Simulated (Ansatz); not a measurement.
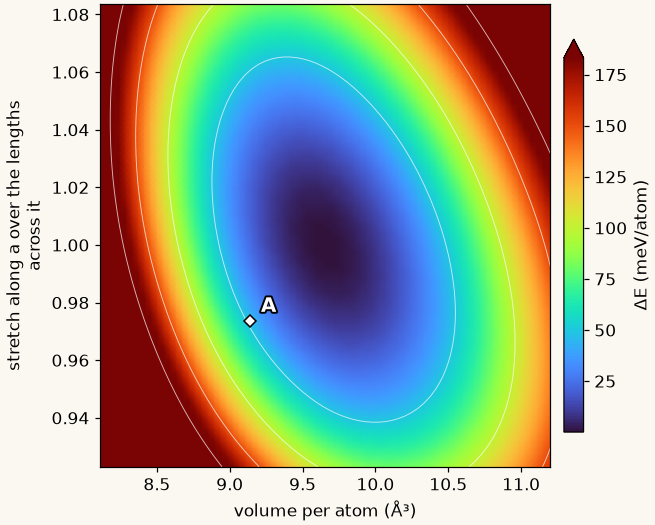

C (Fmmm, No. 69; 4 atoms in the cell). The energy is mapped over volume and the cell's shape. The first coordinate is: volume per atom; the second: stretch along a over the lengths across it, relative to the relaxed cell. Nothing is relaxed (fractional coordinates fixed). The grid has 7 × 7 points. Points are written as (first, second). Energies: meV/atom, counted from the lowest grid point. The lowest point has no gap; 32 points of the grid have one on the k-mesh. Theory: Ansatz 0.2.0, DFT PBEsol, scalar-relativistic, plane waves, PAW. Settings: cutoff 520 eV, k-mesh 21×21×6 in the order of the run's cell vectors, gaussian smearing 0.15 eV, no spin polarisation.

Drawn: a smooth colour map with a few white contour lines, one colour for all values above the top of the scale, the point A. Between grid points the surface is interpolated.

### Which way does the force act at A, and how strong is it?

A, at (9.14 Å³, 0.974), is not a stationary point. The computed force is 122 meV/atom for each Å³ towards larger values of volume per atom and 1300 meV/atom for each unit towards larger values of the second coordinate.

PAW datasets: the set soft_1.
